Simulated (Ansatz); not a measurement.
## Run report: NiO, single-point calculation (part 1 of 2)

The run: single-point calculation of NiO (10 atoms in the cell). Method and program: DFT, PBE, plane waves, PAW, spin-polarised (Ansatz 0.2.0).

The structure derives from an entry of the Crystallography Open Database. Some settings of this run were made unusual or wrong on purpose.

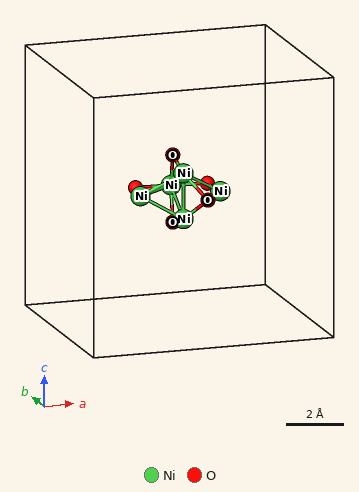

*The structure (ball-and-stick view of the cell of the calculation, with the vacuum cut short, seen slightly off an axis). An atom can appear more than once, as a periodic image.*

Input:
```yaml
crystal:
  lattice:
    - [8.89, 0.0, 0.0]
    - [0.0, 7.63, 0.0]
    - [0.0, 0.0, 9.31]
  atoms:
    - { symbol: Ni, position: [0.4978343673, 0.6181302733, 0.5004740483], spin: 1.6 }
    - { symbol: O, position: [0.3535414881, 0.6280860892, 0.5003882279], spin: 0.4 }
    - { symbol: O, position: [0.643878008, 0.5972242162, 0.5005888114], spin: 0.4 }
    - { symbol: Ni, position: [0.4906429727, 0.4091216052, 0.4120631483], spin: 1.6 }
    - { symbol: Ni, position: [0.4905784562, 0.409778323, 0.5899236024], spin: 1.6 }
    - { symbol: O, position: [0.4886195468, 0.5568121627, 0.3695430776], spin: 0.4 }
    - { symbol: O, position: [0.488495477, 0.557790754, 0.6316991449], spin: 0.4 }
    - { symbol: Ni, position: [0.3302572012, 0.4735156717, 0.5007805407], spin: 1.6 }
    - { symbol: Ni, position: [0.6533244251, 0.441186095, 0.5009793936], spin: 1.6 }
    - { symbol: O, position: [0.5630758638, 0.3055338298, 0.5012839237], spin: 0.4 }
basis:
  ecutwfc: 420
kpoints:
  mp_grid: { grid: [1, 1, 1] }
hamiltonian:
  xc: pbe
scf:
  occupations: { method: gaussian, width: 0.05 }
  max_iter: 100
output:
  forces: true
  eigenvalues: true
magnetization:
  spin_polarized: true
```

Machine: 4 threads of AMD EPYC (Zen 5), 32 GiB of memory available, shared host.

Run as:
```bash
ansatz run input.yaml --threads 4 --pin off --max-ram 11264MiB --backend cpu --events-out ev --progress --plain --runs-dir out
```

What the program printed:
```
Engine: ansatz 0.2.0, x86_64-unknown-linux-gnu
Pseudopotentials: kind: paw
Pseudopotential: Ni, paw, valence charge 18, recommended cutoff 420 eV (normal), Ni.paw.azcp
Pseudopotential: O, paw, valence charge 6, recommended cutoff 420 eV (normal), O.paw.azcp
Functional definition: PBE
  parameter kappa = 0.804
  parameter beta = 0.06672455060314922
  exchange = pbe_x(kappa = kappa, mu = beta*pi^2/3)
  correlation = pbe_c(beta = beta)
Crystal: 10 atoms, lattice volume = 631.504 Å³
Basis set: ecut = 420 eV, 12347 PW (Γ), exchange–correlation on 120×108×128 points (8 copies of the dense FFT grid, shifted against one another)
Bands: 78, of which v1, the nominal top of the filled ones, is band 60 counted from 1 (59 counted from 0)
Symmetry: 1 space group operations
Space group: P1 (ITA 1), of the structure as read, at distance tolerance 8.6e-5 Å
Magnetic group: BNS 1.1 (UNI 1), of the structure as read, at distance tolerance 8.6e-5 Å
k-points: 1
Non-local potential: Ni, projectors of the file, l = 0: 3, l = 1: 2, l = 2: 3, l = 3: 1
Non-local potential: O, projectors of the file, l = 0: 2, l = 1: 2, l = 2: 1
PAW form: soft (Blöchl's): semilocal exchange-correlation on the pseudo side does not see the compensation charge
PAW one-centre angular grid: Ni, 590 points (default); XC on 64 Gauss nodes
PAW one-centre angular grid: O, 110 points (default); XC on 64 Gauss nodes
Initial density: superposition of atomic densities (neutral atoms: chi_scale 0, normalization atom)
Starting moments: Σ|m| = 10 μB on 10 of 10 sites
Initial wavefunctions: pseudopotential atomic-orbital guess
Functional: x = pbe(κ = 0.804, μ = 0.2195149727645171), c = pbe(β = 0.06672455060314922)
SCF iter   1: F=—  HF=-31727.704548 eV  |F-HF|=—  |Δ(HF+E_count)|=         —  Δρ=8.94e-2 (↑8.94e-2 ↓5.40e-2)  dr2=6.34e1  dr2_m=9.76e0  M=4.000 μB ∫|m|=4.168 μB  β_m=0.30  ethr=3.10e-3  ⟨swp⟩=9.5  Hψ=815  notcnv=0  defer=3
Mixer restart at iter 1: flushing history
preconditioner: auto → Resta (q_TF=auto, 2.069 Å⁻¹)  ε∞=2.4  [insulator: Δε(μ)=0.163 eV  Ē_g=10.609 eV  σ=0.050 eV  W_gap=0.98  n_scr=86 (ndim 8)  ℏωp=12.5 eV  f_vac=0.781  D(μ)=2.19/eV (n_scr^D=4)  ε∞_Penn≈2.4  vacuum switching on, ρ_ref=8.2e-3 e/Å³]
spin=Collinear: Resta preconditioning applied to the charge; magnetization (m = ρ↑ − ρ↓) channel mixes plain (no charge-response kernel on spin).
SCF iter   2: F=—  HF=-31773.253962 eV  |F-HF|=—  |Δ(HF+E_count)|=    4.55e1  Δρ=8.85e-2 (↑3.14e-2 ↓8.85e-2)  dr2=3.77e1  dr2_m=1.31e1  M=1.883 μB ∫|m|=1.967 μB  β_m=0.29  ethr=3.10e-3  ⟨swp⟩=5.0  Hψ=389  notcnv=0  defer=24
preconditioner: auto → none  [metal: Δε(μ)=0.034 eV  Ē_g=13.661 eV  σ=0.050 eV  W_gap=0.37  n_scr=86 (ndim 8)  ℏωp=13.0 eV  f_vac=0.777  D(μ)=23.37/eV (n_scr^D=178)]
SCF iter   3: F=—  HF=-31814.802036 eV  |F-HF|=—  |Δ(HF+E_count)|=    4.15e1  Δρ=4.84e-2 (↑3.36e-2 ↓4.84e-2)  dr2=4.68e0  dr2_m=7.99e0  M=2.000 μB ∫|m|=2.084 μB  β_m=0.21  ethr=3.10e-3  ⟨swp⟩=5.0  Hψ=370  notcnv=0  defer=25
SCF iter   4: F=—  HF=-31852.982668 eV  |F-HF|=—  |Δ(HF+E_count)|=    3.82e1  Δρ=3.39e-2 (↑2.85e-2 ↓3.39e-2)  dr2=4.53e0  dr2_m=4.19e0  M=2.000 μB ∫|m|=2.066 μB  β_m=0.31  ethr=3.10e-3  ⟨swp⟩=3.0  Hψ=281  notcnv=0  defer=26
SCF iter   5: F=—  HF=-31893.468457 eV  |F-HF|=—  |Δ(HF+E_count)|=    4.05e1  Δρ=2.04e-2 (↑1.63e-2 ↓2.04e-2)  dr2=4.74e0  dr2_m=7.11e-1  M=2.000 μB ∫|m|=2.039 μB  β_m=0.35  ethr=3.10e-3  ⟨swp⟩=3.5  Hψ=280  notcnv=0  defer=25
SCF iter   6: F=—  HF=-31899.495940 eV  |F-HF|=—  |Δ(HF+E_count)|=    6.03e0  Δρ=1.40e-2 (↑1.03e-2 ↓1.40e-2)  dr2=1.66e0  dr2_m=3.27e-1  M=2.000 μB ∫|m|=2.050 μB  β_m=0.37  ethr=3.10e-3  ⟨swp⟩=3.0  Hψ=237  notcnv=0  defer=25
SCF iter   7: F=—  HF=-31900.649061 eV  |F-HF|=—  |Δ(HF+E_count)|=    1.15e0  Δρ=9.03e-3 (↑9.03e-3 ↓8.90e-3)  dr2=1.01e0  dr2_m=1.85e-1  M=2.001 μB ∫|m|=2.052 μB  β_m=0.43  ethr=1.38e-3  ⟨swp⟩=3.0  Hψ=222  notcnv=0  defer=25
SCF iter   8: F=—  HF=-31901.972676 eV  |F-HF|=—  |Δ(HF+E_count)|=    1.32e0  Δρ=4.16e-3 (↑2.98e-3 ↓4.16e-3)  dr2=1.87e-1  dr2_m=2.43e-2  M=2.000 μB ∫|m|=2.061 μB  β_m=0.41  ethr=8.42e-4  ⟨swp⟩=3.0  Hψ=244  notcnv=0  defer=25
SCF iter   9: F=—  HF=-31902.148997 eV  |F-HF|=—  |Δ(HF+E_count)|=   1.76e-1  Δρ=1.97e-3 (↑1.73e-3 ↓1.97e-3)  dr2=6.51e-2  dr2_m=1.70e-3  M=2.000 μB ∫|m|=2.069 μB  β_m=0.35  ethr=1.56e-4  ⟨swp⟩=3.5  Hψ=247  notcnv=0  defer=25
SCF iter  10: F=—  HF=-31902.142023 eV  |F-HF|=—  |Δ(HF+E_count)|=   6.97e-3  Δρ=7.64e-4 (↑6.49e-4 ↓7.64e-4)  dr2=4.58e-3  dr2_m=1.42e-3  M=2.000 μB ∫|m|=2.069 μB  β_m=0.42  ethr=5.43e-5  ⟨swp⟩=2.0  Hψ=225  notcnv=0  defer=25
SCF iter  11: F=—  HF=-31902.144744 eV  |F-HF|=—  |Δ(HF+E_count)|=   2.72e-3  Δρ=5.41e-4 (↑4.38e-4 ↓5.41e-4)  dr2=1.53e-3  dr2_m=8.79e-4  M=2.000 μB ∫|m|=2.069 μB  β_m=0.52  ethr=3.82e-6  ⟨swp⟩=2.0  Hψ=238  notcnv=0  defer=25
SCF iter  12: F=—  HF=-31902.146010 eV  |F-HF|=—  |Δ(HF+E_count)|=   1.27e-3  Δρ=2.21e-4 (↑1.56e-4 ↓2.21e-4)  dr2=4.66e-4  dr2_m=1.21e-4  M=2.000 μB ∫|m|=2.071 μB  β_m=0.51  ethr=1.27e-6  ⟨swp⟩=2.0  Hψ=245  notcnv=0  defer=25
SCF iter  13: F=—  HF=-31902.146255 eV  |F-HF|=—  |Δ(HF+E_count)|=   2.45e-4  Δρ=1.17e-4 (↑6.65e-5 ↓1.17e-4)  dr2=1.15e-4  dr2_m=1.75e-5  M=2.000 μB ∫|m|=2.071 μB  β_m=0.52  ethr=3.88e-7  ⟨swp⟩=2.5  Hψ=237  notcnv=0  defer=25
SCF iter  14: F=—  HF=-31902.146333 eV  |F-HF|=—  |Δ(HF+E_count)|=   7.79e-5  Δρ=6.38e-5 (↑5.23e-5 ↓6.38e-5)  dr2=5.80e-5  dr2_m=3.90e-6  M=2.000 μB ∫|m|=2.071 μB  β_m=0.44  ethr=9.61e-8  ⟨swp⟩=2.0  Hψ=224  notcnv=0  defer=25
SCF iter  15: F=—  HF=-31902.146337 eV  |F-HF|=—  |Δ(HF+E_count)|=   4.65e-6  Δρ=4.62e-5 (↑4.62e-5 ↓4.20e-5)  dr2=3.67e-5  dr2_m=1.99e-6  M=2.000 μB ∫|m|=2.071 μB  β_m=0.35  ethr=4.83e-8  ⟨swp⟩=2.0  Hψ=230  notcnv=0  defer=25
SCF iter  16: F=—  HF=-31902.146335 eV  |F-HF|=—  |Δ(HF+E_count)|=   2.58e-6  Δρ=1.82e-5 (↑1.82e-5 ↓1.38e-5)  dr2=3.99e-6  dr2_m=4.72e-7  M=2.000 μB ∫|m|=2.071 μB  β_m=0.35  ethr=3.06e-8  ⟨swp⟩=2.0  Hψ=190  notcnv=0  defer=25
SCF iter  17: F=—  HF=-31902.146335 eV  |F-HF|=—  |Δ(HF+E_count)|=   4.65e-7  Δρ=7.70e-6 (↑7.48e-6 ↓7.70e-6)  dr2=2.64e-7  dr2_m=1.91e-7  M=2.000 μB ∫|m|=2.071 μB  β_m=0.42  ethr=3.33e-9  ⟨swp⟩=2.0  Hψ=204  notcnv=0  defer=25
SCF iter  18: F=—  HF=-31902.146336 eV  |F-HF|=—  |Δ(HF+E_count)|=   4.96e-7  Δρ=5.98e-6 (↑5.98e-6 ↓4.97e-6)  dr2=3.61e-7  dr2_m=6.22e-8  M=2.000 μB ∫|m|=2.071 μB  β_m=0.43  ethr=2.20e-10  ⟨swp⟩=2.0  Hψ=235  notcnv=0  defer=25
SCF iter  19: F=—  HF=-31902.146336 eV  |F-HF|=—  |Δ(HF+E_count)|=   2.27e-7  Δρ=3.69e-6 (↑3.28e-6 ↓3.69e-6)  dr2=1.60e-7  dr2_m=1.93e-8  M=2.000 μB ∫|m|=2.071 μB  β_m=0.38  ethr=2.20e-10  ⟨swp⟩=2.5  Hψ=240  notcnv=0  defer=25
SCF iter  20: F=—  HF=-31902.146336 eV  |F-HF|=—  |Δ(HF+E_count)|=   5.86e-8  Δρ=2.75e-6 (↑2.75e-6 ↓1.91e-6)  dr2=6.37e-8  dr2_m=9.35e-9  M=2.000 μB ∫|m|=2.071 μB  β_m=0.36  ethr=1.33e-10  ⟨swp⟩=2.0  Hψ=224  notcnv=0  defer=25
SCF iter  21: F=—  HF=-31902.146336 eV  |F-HF|=—  |Δ(HF+E_count)|=   1.01e-8  Δρ=1.81e-6 (↑1.81e-6 ↓1.30e-6)  dr2=3.29e-8  dr2_m=4.66e-9  M=2.000 μB ∫|m|=2.071 μB  β_m=0.40  ethr=5.31e-11  ⟨swp⟩=15.5  Hψ=1086  notcnv=0
SCF iter  22: F=-31902.146336 eV  HF=-31902.146336 eV  |F-HF|=1.48e-8  |Δ(HF+E_count)|=   4.91e-9  Δρ=1.29e-6 (↑1.29e-6 ↓9.59e-7)  dr2=1.97e-8  dr2_m=2.61e-9  M=2.000 μB ∫|m|=2.071 μB  ethr=2.74e-11  ⟨swp⟩=5.0  Hψ=502  notcnv=0
SCF 1 converged in 22 iterations: F = -31902.146336 eV  dr2 = 1.97e-8
  greatest PAW one-centre occupation: 1.262 electrons in one spin orbital (limit 2), on the Ni atom at site 4 (counted from 0), in its partial waves of l = 1
iteration 22: the least curvature of the free energy that was read at this close is 0.365 (0.443 in the run's own bands): not negative
Following a flipped spin beside the converged state, stage 1: an SCF sets out from the point that it leads to. Its free energy F lies at F - F(close) = +9.611e-2 eV
Initial density: handed on by an earlier stage of this run
Starting moments: Σ|m| = 10 μB on 10 of 10 sites; this step starts from the density that it was given
Initial wavefunctions: those handed on with the density
```
